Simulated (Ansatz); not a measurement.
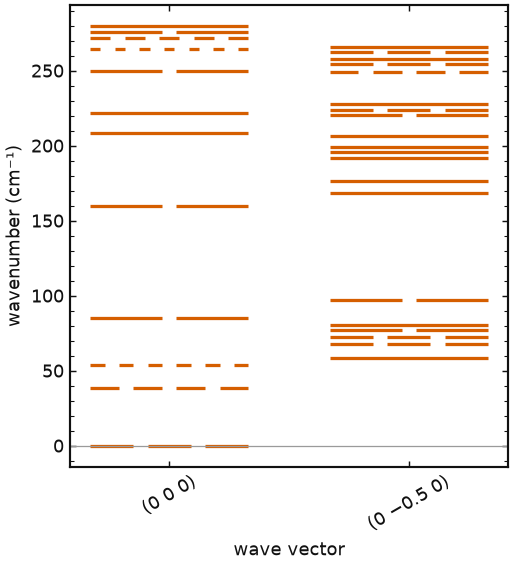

The figure shows the phonon frequencies at several wave vectors (in fractions of the reciprocal vectors of the given cell) for Ge, space group P6_3/mmc (No. 194). Imaginary frequencies are drawn as negative.

Structure:
```
CELL_PARAMETERS angstrom
4.06754 0.00000 0.00000
-2.03377 3.52259 0.00000
0.00000 0.00000 19.99228
ATOMIC_POSITIONS crystal
Ge 0.00000 0.00000 0.18714
Ge 0.00000 0.00000 0.68714
Ge 0.00000 0.00000 0.31286
Ge 0.00000 0.00000 0.81286
Ge 0.33333 0.66667 0.52081
Ge 0.66667 0.33333 0.02081
Ge 0.33333 0.66667 0.97919
Ge 0.66667 0.33333 0.47919
Ge 0.33333 0.66667 0.64533
Ge 0.66667 0.33333 0.14533
Ge 0.33333 0.66667 0.85467
Ge 0.66667 0.33333 0.35467
```

Computed with Ansatz 0.2.0: harmonic phonon frequencies at the irreducible points of a q mesh with atoms at rest in the given cell, q in fractions of the reciprocal cell vectors, no long-range term at q = 0, imaginary frequencies are negative, the first points where there are many; plane waves with PAW datasets. Level: PBE, no spin polarisation.

```
       setting            value
   wave cutoff           420 eV
        k mesh          12×12×2
   occupations         Gaussian
smearing width          0.01 eV
      pressure            0 GPa
 phonon method  linear response
        q mesh            2×2×1
```

Question: Is the structure dynamically stable by these modes?

Answer: No frequency is imaginary, so the structure is stable to these displacements at the wave vectors computed.

Question: What is the highest frequency?

Answer: The highest mode among the wave vectors computed lies at 279.6 cm⁻¹, at (0 0 0).

Keep in mind: a crossing between the sampled k points may be missed.

The computed values:

| at | frequency (cm⁻¹) |
| --- | --- |
| (0 0 0) | 0.0 |
| (0 0 0) | 0.0 |
| (0 0 0) | 0.0 |
| (0 0 0) | 38.3 |
| (0 0 0) | 38.3 |
| (0 0 0) | 40.6 |
| (0 0 0) | 40.6 |
| (0 0 0) | 53.8 |
| (0 0 0) | 53.8 |
| (0 0 0) | 56.4 |
| (0 0 0) | 56.4 |
| (0 0 0) | 57.0 |
| (0 0 0) | 57.0 |
| (0 0 0) | 85.0 |
| (0 0 0) | 85.1 |
| (0 0 0) | 159.6 |
| (0 0 0) | 160.1 |
| (0 0 0) | 208.1 |
| (0 0 0) | 221.7 |
| (0 0 0) | 249.7 |
| (0 0 0) | 252.1 |
| (0 0 0) | 264.5 |
| (0 0 0) | 264.5 |
| (0 0 0) | 265.1 |
| (0 0 0) | 265.1 |
| (0 0 0) | 266.8 |
| (0 0 0) | 266.8 |
| (0 0 0) | 267.7 |
| (0 0 0) | 271.7 |
| (0 0 0) | 271.7 |
| (0 0 0) | 271.7 |
| (0 0 0) | 272.9 |
| (0 0 0) | 272.9 |
| (0 0 0) | 275.9 |
| (0 0 0) | 275.9 |
| (0 0 0) | 279.6 |
| (0 −0.5 0) | 58.5 |
| (0 −0.5 0) | 67.5 |
| (0 −0.5 0) | 67.9 |
| (0 −0.5 0) | 68.4 |
| (0 −0.5 0) | 72.6 |
| (0 −0.5 0) | 73.1 |
| (0 −0.5 0) | 73.8 |
| (0 −0.5 0) | 77.1 |
| (0 −0.5 0) | 79.8 |
| (0 −0.5 0) | 80.5 |
| (0 −0.5 0) | 96.9 |
| (0 −0.5 0) | 99.8 |
| (0 −0.5 0) | 168.1 |
| (0 −0.5 0) | 176.3 |
| (0 −0.5 0) | 191.5 |
| (0 −0.5 0) | 195.6 |
| (0 −0.5 0) | 199.1 |
| (0 −0.5 0) | 206.3 |
| (0 −0.5 0) | 220.1 |
| (0 −0.5 0) | 221.6 |
| (0 −0.5 0) | 224.0 |
| (0 −0.5 0) | 224.1 |
| (0 −0.5 0) | 225.2 |
| (0 −0.5 0) | 228.0 |
(the first 60 of 72 rows)
